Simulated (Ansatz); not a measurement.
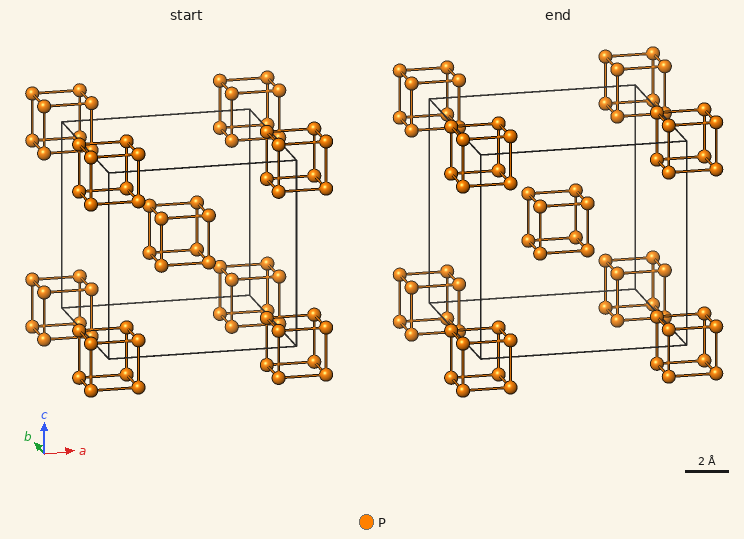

The structure of a crystal of P (a generated structure, set up in Im-3m) before (left) and after (right) a relaxation, at one scale.

Style: ball-and-stick. Shown: the conventional cell (2 times the calculation's cell), slightly off an axis. Lengths and directions refer to the drawn axes.

The calculation used DFT PBE, scalar-relativistic, plane waves, PAW in Ansatz 0.2.0. Settings: plane-wave cutoff 420 eV; k-point mesh 6 × 6 × 6; occupations gaussian; smearing width 0.02 eV; no spin polarisation; cell and atoms relaxed; force threshold 0.01 eV/Å; at most 80 steps.

Summarise the run.

Answer. The largest moves relative to the cell, 0.19 Å, are those of P atoms. The volume changes by +31.9 %, with a = b = c 9.097 → 9.976 Å (+9.7 %). The space group stays Im-3m (No. 229). Over 7 accepted moves (10 points after the start) the energy falls by 12.1 meV per atom. The largest force component goes from 0.028 to 0.00026 eV/Å. The pressure goes from 0.29 to 0.01 GPa. The line search rejected the trial step at point 3 of the run. The SCF was repeated twice at an unchanged geometry on a basis and grid sized afresh for the cell, which shifted the energy by 1.9 meV per atom at most.
